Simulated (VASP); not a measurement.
## ZnO: geometry relaxation (part 2 of 3)

ZnO (P6₃mc, 4 atoms in the cell); Kohn-Sham DFT of a periodic cell, PBE, VASP PAW PBE potentials, recommended, no spin polarisation (VASP 6.6.1); cutoff 600 eV, 9×9×6 k-mesh, Gaussian smearing of 0.02 eV. The structure was built on a prototype by a generator; it need not be a known phase.

Geometry of the input (Å; fractional positions):
```
3.2732  0.0000  0.0000
-1.6366  2.8347  0.0000
0.0000  0.0000  5.3451
Zn 0.0000  0.0000  0.0000
Zn 0.3333  0.6667  0.5000
O  0.0000  0.0000  0.3750
O  0.3333  0.6667  0.8750
```

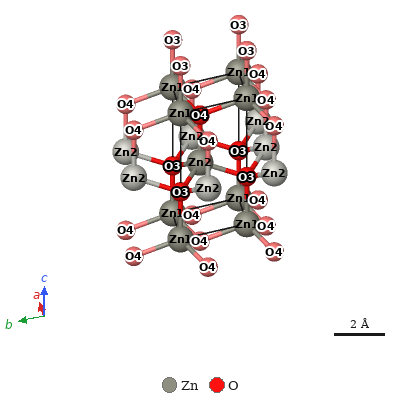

The structure as given in the input (ball-and-stick view of the cell of the calculation, seen at an oblique angle; neighbours outside the cell are drawn fainter; atoms are numbered from 1 in the order of the input). An atom can appear more than once, as a periodic image.

### Parts of OUTCAR, continued
```
 Subroutine IBZKPT returns following result:
 ===========================================

 Found     48 irreducible k-points:

 Following reciprocal coordinates:
            Coordinates               Weight
  0.000000  0.000000  0.000000      1.000000
  0.111111  0.000000  0.000000      6.000000
  0.222222 -0.000000  0.000000      6.000000
  0.333333  0.000000  0.000000      6.000000
  0.444444 -0.000000  0.000000      6.000000
  0.111111  0.111111  0.000000      6.000000
  0.222222  0.111111  0.000000     12.000000
  0.333333  0.111111  0.000000     12.000000
  0.444444  0.111111  0.000000      6.000000
  0.222222  0.222222  0.000000      6.000000
  0.333333  0.222222  0.000000     12.000000
  0.333333  0.333333  0.000000      2.000000
  0.000000  0.000000  0.166667      2.000000
  0.111111  0.000000  0.166667     12.000000
  0.222222 -0.000000  0.166667     12.000000
  0.333333  0.000000  0.166667     12.000000
  0.444444 -0.000000  0.166667     12.000000
  0.111111  0.111111  0.166667     12.000000
  0.222222  0.111111  0.166667     24.000000
  0.333333  0.111111  0.166667     24.000000
  0.444444  0.111111  0.166667     12.000000
  0.222222  0.222222  0.166667     12.000000
  0.333333  0.222222  0.166667     24.000000
  0.333333  0.333333  0.166667      4.000000
 [... further k-points ...]
   k-points           NKPTS =     48   k-points in BZ     NKDIM =     48   number of bands    NBANDS=     22
   number of dos      NEDOS =    301   number of ions     NIONS =      4
   total plane-waves  NPLWV =  37632
   dimension x,y,z NGX =    28 NGY =   28 NGZ =   48
   dimension x,y,z NGXF=    56 NGYF=   56 NGZF=   96
   ions per type =               2   2
   NGX,Y,Z   is equivalent  to a cutoff of  14.22, 14.22, 14.93 a.u.
   NGXF,Y,Z  is equivalent  to a cutoff of  28.44, 28.44, 29.86 a.u.
 SYSTEM =  ZnO
   PREC   = accura    normal or accurate (medium, high low for compatibility)
   ISTART =      0    job   : 0-new  1-cont  2-samecut
   ICHARG =      2    charge: 1-file 2-atom 10-const
   ISPIN  =      1    spin polarized calculation?
   LNONCOLLINEAR =      F non collinear calculations
   LSORBIT =      F    spin-orbit coupling
   LASPH  =      T    aspherical Exc in radial PAW
   ENCUT  =  600.0 eV  44.10 Ry    6.64 a.u.   6.54  6.54 10.68*2*pi/ulx,y,z
   NELM   =    100;   NELMIN=  2; NELMDL= -5     # of ELM steps
   EDIFF  = 0.1E-05   stopping-criterion for ELM
   LREAL  =      F    real-space projection
   EDIFFG = -.5E-02   stopping-criterion for IOM
   NSW    =    100    number of steps for IOM
   IBRION =      2    ionic relax: 0-MD 1-quasi-New 2-CG
   NFREE  =      1    steps in history (QN), initial steepest desc. (CG)
   ISIF   =      3    stress and relaxation
   ISYM   =      2    0-nonsym 1-usesym 2-fastsym
   POTIM  = 0.5000    time-step for ionic-motion
   TEBEG  =    0.0;   TEEND  =   0.0 temperature during run
   PSTRESS=    0.0 pullay stress
   NELECT =      36.0000    total number of electrons
   NUPDOWN=      -1.0000    fix difference up-down
   EMIN   =  10.00;   EMAX   =-10.00  energy-range for DOS
   EFERMI =   0.00;   METHOD = LEGACY
   ISMEAR =     0;   SIGMA  =   0.02  broadening in eV -4-tet -1-fermi 0-gaus
   EFERMI_NEDOS =   21; number of points for ismear=-14 and -15
   IALGO  =     68    algorithm
   IMIX   =      4    mixing-type and parameters
     AMIX     =   0.40;   BMIX     =  1.00
     AMIX_MAG =   1.60;   BMIX_MAG =  1.00
  volume/ion in A,a.u.               =      12.40        83.67
  Fermi-wavevector in a.u.,A,eV,Ry     =   1.471291  2.780336 29.452482  2.164696
  Thomas-Fermi vector in A             =   2.586444
   LORBIT       =      0    0 simple, 1 ext, 2 COOP (PROOUT), +10 PAW based schemes
   GGA     = PE    functional components
   LHFCALC =     F    Hartree Fock is set to
   AEXX    =    0.0000 exact exchange contribution
   IVDW    =     0    specifies the selected vdW correction
   LEPSILON=     F    determine dielectric tensor
   LRPA    =     F    only Hartree local field effects (RPA)
 conjugate gradient relaxation of ions
 non-spin polarized calculation
 RMM-DIIS sequential band-by-band and
 Gauss-broadening in eV      SIGMA  =   0.02
  energy-cutoff  :      600.00
  volume of cell :       49.59
 maximum number of plane-waves:      1681
 NGX is ok and might be reduce to    28
   NGX = 13   NGY = 13   NGZ = 21

--------------------------------------- Ionic step        1  -------------------------------------------

 number of electron      36.0000002 magnetization

 Free energy of the ion-electron system (eV)
  ---------------------------------------------------
  ext. energy  EPLUGINS =         0.00000000
  ---------------------------------------------------
  free energy    TOTEN  =       -17.86389962 eV

  energy without entropy =      -17.86389962  energy(sigma->0) =      -17.86389962

------------------------ aborting loop because EDIFF is reached ----------------------------------------

  FORCE on cell =-STRESS in cart. coord.  units (eV):
  Direction    XX          YY          ZZ          XY          YZ          ZX
  --------------------------------------------------------------------------------------
  -------------------------------------------------------------------------------------
  Total        0.0511673      0.0511673     -0.2003097     -0.0000000      0.0000000     -0.0000000
  in kB        1.6529938      1.6529941     -6.4711447     -0.0000003      0.0000000     -0.0000000
  external PRESSURE =      -1.0550522 kB  Pullay stress =       0.0000000 kB

 VOLUME and BASIS-vectors are now :
 -----------------------------------------------------------------------------
  energy-cutoff  :      600.00
  volume of cell :       49.59
      direct lattice vectors                 reciprocal lattice vectors
     3.273197000  0.000000000  0.000000000     0.305511706  0.176387304  0.000000000
    -1.636599000  2.834672000  0.000000000     0.000000000  0.352774501  0.000000000
     0.000000000  0.000000000  5.345109000     0.000000000  0.000000000  0.187086924

 POSITION                                       TOTAL-FORCE (eV/Angst)
 -----------------------------------------------------------------------------------
      0.00000      0.00000      0.00000        -0.000000      0.000000     -0.039050
     -0.00000      1.88978      2.67255         0.000000     -0.000000     -0.039050
      0.00000      0.00000      2.00442        -0.000000      0.000000      0.039050
     -0.00000      1.88978      4.67697         0.000000     -0.000000      0.039050
 -----------------------------------------------------------------------------------
    total drift:                                0.000021     -0.000012      0.000316

  FREE ENERGIE OF THE ION-ELECTRON SYSTEM (eV)
  ---------------------------------------------------
  free  energy   TOTEN  =       -17.8638996158 eV

  energy  without entropy=      -17.8638996158  energy(sigma->0) =      -17.86389962

--------------------------------------- Ionic step        2  -------------------------------------------

 number of electron      36.0000004 magnetization

------------------------ aborting loop because EDIFF is reached ----------------------------------------

  FORCE on cell =-STRESS in cart. coord.  units (eV):
  Direction    XX          YY          ZZ          XY          YZ          ZX
  --------------------------------------------------------------------------------------
  -------------------------------------------------------------------------------------
  Total        0.1174817      0.1174817     -0.0242989     -0.0000000      0.0000000      0.0000000
  in kB        3.7998281      3.7998287     -0.7859245     -0.0000007      0.0000000      0.0000000
  external PRESSURE =       2.2712441 kB  Pullay stress =       0.0000000 kB

 VOLUME and BASIS-vectors are now :
 -----------------------------------------------------------------------------
  energy-cutoff  :      600.00
  volume of cell :       49.54
      direct lattice vectors                 reciprocal lattice vectors
     3.275216926 -0.000000000 -0.000000000     0.305323288  0.176278521  0.000000000
    -1.637608964  2.836421308  0.000000000     0.000000000  0.352556934  0.000000000
     0.000000000  0.000000000  5.332195921     0.000000000 -0.000000000  0.187539996

 POSITION                                       TOTAL-FORCE (eV/Angst)
 -----------------------------------------------------------------------------------
      3.27522     -0.00000      5.33032        -0.000000     -0.000000     -0.038343
     -0.00000      1.89095      2.66422         0.000000      0.000000     -0.038343
      3.27522     -0.00000      2.00145         0.000000     -0.000000      0.038343
     -0.00000      1.89095      4.66755        -0.000000     -0.000000      0.038343
 -----------------------------------------------------------------------------------
    total drift:                                0.000021     -0.000012     -0.001294

  FREE ENERGIE OF THE ION-ELECTRON SYSTEM (eV)
  ---------------------------------------------------
  free  energy   TOTEN  =       -17.8645883965 eV

  energy  without entropy=      -17.8645883965  energy(sigma->0) =      -17.86458840

--------------------------------------- Ionic step        3  -------------------------------------------

 number of electron      36.0000005 magnetization

------------------------ aborting loop because EDIFF is reached ----------------------------------------

  FORCE on cell =-STRESS in cart. coord.  units (eV):
  Direction    XX          YY          ZZ          XY          YZ          ZX
  --------------------------------------------------------------------------------------
  -------------------------------------------------------------------------------------
  Total        0.1224818      0.1224818      0.0724229     -0.0000000      0.0000000      0.0000000
  in kB        3.9654990      3.9654997      2.3447806     -0.0000007      0.0000000      0.0000000
  external PRESSURE =       3.4252598 kB  Pullay stress =       0.0000000 kB

 VOLUME and BASIS-vectors are now :
 -----------------------------------------------------------------------------
  energy-cutoff  :      600.00
  volume of cell :       49.49
      direct lattice vectors                 reciprocal lattice vectors
     3.276906829 -0.000000001 -0.000000000     0.305165832  0.176187614  0.000000000
    -1.638453915  2.837884807  0.000000000     0.000000000  0.352375120  0.000000000
     0.000000000  0.000000000  5.321392634     0.000000000 -0.000000000  0.187920732

 POSITION                                       TOTAL-FORCE (eV/Angst)
 -----------------------------------------------------------------------------------
     -0.00000      0.00000      5.31794        -0.000000      0.000000     -0.039109
     -0.00000      1.89192      2.65725        -0.000000      0.000000     -0.039109
     -0.00000      0.00000      1.99897         0.000000      0.000000      0.039109
     -0.00000      1.89192      4.65967         0.000000     -0.000000      0.039109
 -----------------------------------------------------------------------------------
    total drift:                                0.000021     -0.000013     -0.000983

  FREE ENERGIE OF THE ION-ELECTRON SYSTEM (eV)
  ---------------------------------------------------
  free  energy   TOTEN  =       -17.8649533273 eV

  energy  without entropy=      -17.8649533273  energy(sigma->0) =      -17.86495333

[... ionic steps 4 to 12 ...]

--------------------------------------- Ionic step       13  -------------------------------------------

 number of electron      36.0000000 magnetization

------------------------ aborting loop because EDIFF is reached ----------------------------------------

  FORCE on cell =-STRESS in cart. coord.  units (eV):
  Direction    XX          YY          ZZ          XY          YZ          ZX
  --------------------------------------------------------------------------------------
  -------------------------------------------------------------------------------------
  Total        0.0172488      0.0172488      0.0656221     -0.0000000      0.0000000      0.0000000
  in kB        0.5576687      0.5576688      2.1216187     -0.0000001      0.0000000      0.0000000
  external PRESSURE =       1.0789854 kB  Pullay stress =       0.0000000 kB

 VOLUME and BASIS-vectors are now :
 -----------------------------------------------------------------------------
  energy-cutoff  :      600.00
  volume of cell :       49.56
      direct lattice vectors                 reciprocal lattice vectors
     3.286437419 -0.000000002 -0.000000000     0.304280859  0.175676674  0.000000000
    -1.643219213  2.846138543  0.000000000     0.000000000  0.351353241  0.000000000
    -0.000000000 -0.000000000  5.298003215     0.000000000 -0.000000000  0.188750357

 POSITION                                       TOTAL-FORCE (eV/Angst)
 -----------------------------------------------------------------------------------
     -0.00000     -0.00000      5.28669         0.000000     -0.000000     -0.003658
     -0.00000      1.89743      2.63769        -0.000000      0.000000     -0.003658
      0.00000     -0.00000      1.99806         0.000000     -0.000000      0.003658
     -0.00000      1.89743      4.64706        -0.000000      0.000000      0.003658
 -----------------------------------------------------------------------------------
    total drift:                                0.000021     -0.000013      0.005064

  FREE ENERGIE OF THE ION-ELECTRON SYSTEM (eV)
  ---------------------------------------------------
  free  energy   TOTEN  =       -17.8657025144 eV

  energy  without entropy=      -17.8657025144  energy(sigma->0) =      -17.86570251

--------------------------------------- Ionic step       14  -------------------------------------------

 number of electron      36.0000000 magnetization

------------------------ aborting loop because EDIFF is reached ----------------------------------------

  FORCE on cell =-STRESS in cart. coord.  units (eV):
  Direction    XX          YY          ZZ          XY          YZ          ZX
  --------------------------------------------------------------------------------------
  -------------------------------------------------------------------------------------
  Total        0.0260229      0.0260229      0.0244285     -0.0000000      0.0000000      0.0000000
  in kB        0.8412023      0.8412024      0.7896597     -0.0000001      0.0000000      0.0000000
  external PRESSURE =       0.8240215 kB  Pullay stress =       0.0000000 kB

 VOLUME and BASIS-vectors are now :
```
